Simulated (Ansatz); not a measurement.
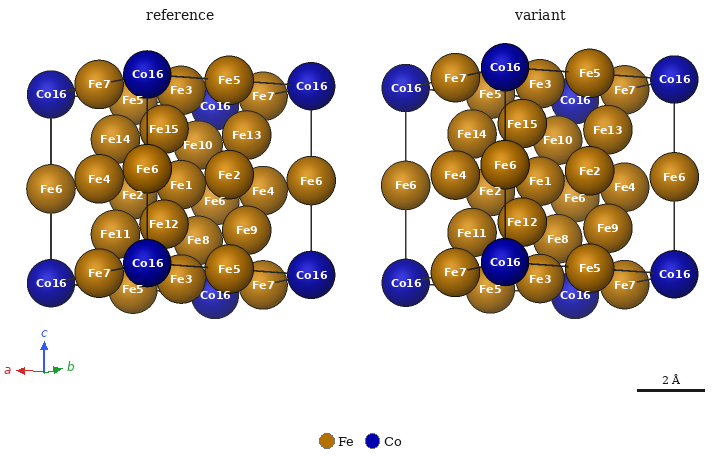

Left: crystalline Fe$_{15}$Co (set up in Pm-3m). Right: the same structure after one change, at the same scale. A spheres-only model of the cell of the calculation, seen from a free direction.

All numbers below come from DFT r2SCAN, scalar-relativistic, plane waves, PAW in Ansatz. Set-up: plane-wave cutoff 500 eV; k-point mesh 6 × 6 × 6; occupations gaussian; smearing width 0.1 eV; collinear spin.

Q: Which change leads from the left to the right?

A: The volume is changed by +10.0 %. The atoms are relaxed in that cell.

Q: How do the computed properties respond?

A: The volume changes by +10.0 %, with a = b = c 5.725 → 5.910 Å (+3.2 %). The largest moves relative to the cell, 0.007 Å, are those of 8 atoms (Fe8, Fe9, Fe10, Fe11 and others). Fe8 goes along [−1 −1 −1]. Co stays in place. Among the bonded contacts that change: Fe–Fe 2.501 → 2.589 Å, Fe–Fe 2.837 → 2.920 Å, Fe–Fe 2.487 → 2.569 Å, Fe–Fe 2.472 → 2.549 Å. The space group stays Pm-3m (No. 221). The energy rises by 58.5 meV per atom. Pressure: 0.0 GPa before, −14.2 GPa after. The absolute magnetisation per cell goes from 47.02 to 48.99 μB (net moment 41.85 and 43.16 μB). Both are metals.
